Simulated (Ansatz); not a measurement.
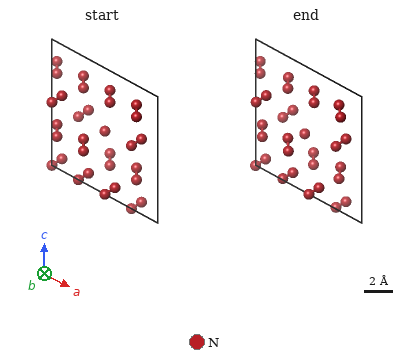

The structure of a defect cell of composition N (cell charge −1) before (left) and after (right) a relaxation, at one scale.

Style: ball-and-stick. Shown: the cell of the calculation (origin shifted), along the b axis.

Case: N vacancy (site f), charge -1, atoms relaxed at the host's cell.

All numbers below come from DFT PBE+D3(BJ), scalar-relativistic, plane waves, PAW (Ansatz).

The input:
```yaml
crystal:
  lattice:
    - [0.0, -8.1886406043, 5.3249595272]
    - [0.0, 8.1886406043, 5.3249595272]
    - [-8.1886406043, 0.0, -5.3249595272]
  atoms:
    - { symbol: "N", position: [0.7975642504, 0.25, 0.0475642504] }
    - { symbol: "N", position: [0.2975642504, 0.75, 0.0475642504] }
    - { symbol: "N", position: [0.5475642504, 0.5, 0.0475642504] }
    - { symbol: "N", position: [0.2975642504, 0.25, 0.5475642504] }
    - { symbol: "N", position: [0.5475642504, 0.0, 0.5475642504] }
    - { symbol: "N", position: [0.0475642504, 0.5, 0.5475642504] }
    - { symbol: "N", position: [0.7975642504, 0.75, 0.5475642504] }
    - { symbol: "N", position: [0.5, 0.2024357496, 0.2024357496] }
    - { symbol: "N", position: [0.25, 0.4524357496, 0.2024357496] }
    - { symbol: "N", position: [0.75, 0.9524357496, 0.2024357496] }
    - { symbol: "N", position: [0.0, 0.7024357496, 0.2024357496] }
    - { symbol: "N", position: [0.75, 0.4524357496, 0.7024357496] }
    - { symbol: "N", position: [0.0, 0.2024357496, 0.7024357496] }
    - { symbol: "N", position: [0.5, 0.7024357496, 0.7024357496] }
    - { symbol: "N", position: [0.25, 0.9524357496, 0.7024357496] }
    - { symbol: "N", position: [0.4524357496, 0.0, 0.4524357496] }
    - { symbol: "N", position: [0.2024357496, 0.25, 0.4524357496] }
    - { symbol: "N", position: [0.7024357496, 0.75, 0.4524357496] }
    - { symbol: "N", position: [0.9524357496, 0.5, 0.4524357496] }
    - { symbol: "N", position: [0.7024357496, 0.25, 0.9524357496] }
    - { symbol: "N", position: [0.9524357496, 0.0, 0.9524357496], spin: 2.0 }
    - { symbol: "N", position: [0.4524357496, 0.5, 0.9524357496] }
    - { symbol: "N", position: [0.2024357496, 0.75, 0.9524357496] }
    - { symbol: "N", position: [0.5, 0.2975642504, 0.2975642504] }
    - { symbol: "N", position: [0.25, 0.5475642504, 0.2975642504] }
    - { symbol: "N", position: [0.75, 0.0475642504, 0.2975642504] }
    - { symbol: "N", position: [0.0, 0.7975642504, 0.2975642504] }
    - { symbol: "N", position: [0.75, 0.5475642504, 0.7975642504] }
    - { symbol: "N", position: [0.0, 0.2975642504, 0.7975642504] }
    - { symbol: "N", position: [0.5, 0.7975642504, 0.7975642504] }
    - { symbol: "N", position: [0.25, 0.0475642504, 0.7975642504] }
  host:
    lattice:
      - [4.0943203022, 0.0, 0.0]
      - [0.0, 4.0943203022, 0.0]
      - [0.0, 0.0, 5.3249595272]
    atoms:
      - { symbol: "N", position: [0.9048714992, 0.9048714992, 0.0] }
      - { symbol: "N", position: [0.5951285008, 0.4048714992, 0.5] }
      - { symbol: "N", position: [0.0951285008, 0.0951285008, 0.0] }
      - { symbol: "N", position: [0.4048714992, 0.5951285008, 0.5] }
total_charge: -1
basis:
  ecutwfc: 420
  xc_grid: 2
kpoints:
  mp_grid: { grid: [2, 2, 2], shift: [0.5, 0.5, 0.5] }
hamiltonian:
  xc: pbe
  dispersion: d3bj
scf:
  occupations: { method: gaussian, width: 0.01 }
output:
  forces: true
  stress: false
  eigenvalues: true
  populations: true
  charged_corrections:
    defect_position: [0.04756425, 0.0, 0.04756425]
    epsilon: [[1.6577, 0.0, 0.0], [0.0, 1.6577, 0.0], [0.0, 0.0, 1.5184]]
  write_density: true
  write_potential: true
  elf: true
  volumetric_format: npy
magnetization:
  spin_polarized: true
relax:
  adjacent_minimum: "off"
  f_tol: 0.025
  max_steps: 45
```

Launched with:
```bash
ansatz run input.yaml --threads 4 --pin off --max-ram 6144MiB --backend cpu --events-out ev --progress --plain --runs-dir out
```

Question: Summarise the run.

Answer: Over 7 accepted moves (10 points after the start) the energy falls by 61.2 meV per cell of the calculation. The largest force component goes from 0.49 to 0.018 eV/Å. The line search rejected the trial steps at points 1, 3, 9 of the run. N21 moves most: 0.45 Å along [−1 0 −1]. The cell doesn't change. Near-neighbour distances that change, for instance: N1–N20 1.102 → 1.107 Å.

Limits of the set-up: the cell is charged, on a uniform background, and energies carry no finite-size correction.
